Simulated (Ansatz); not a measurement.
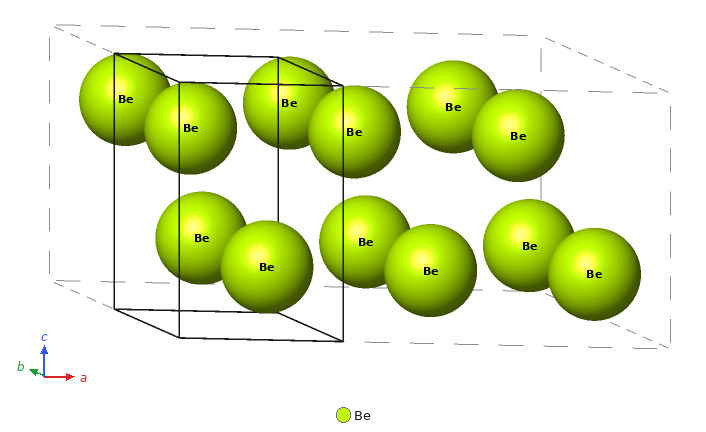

Shown here is a spheres-only view of the crystal, taken slightly off an axis. One conventional unit cell is drawn solid; the view covers 3×2×1 cells.

The element is beryllium. Space group: P6_3/mmc (No. 194). Lattice: primitive hexagonal. In terms of structure types, this is hexagonal close-packed (Mg type). The cell holds two atoms. Each Be atom has twelve Be in an anticuboctahedral arrangement around it.

The model was built from a structure listed in the Materials Project, with elements exchanged, so it need not be a known form of the compound. The geometry was optimised with Ansatz, DFT PBE, scalar-relativistic, plane waves, PAW.
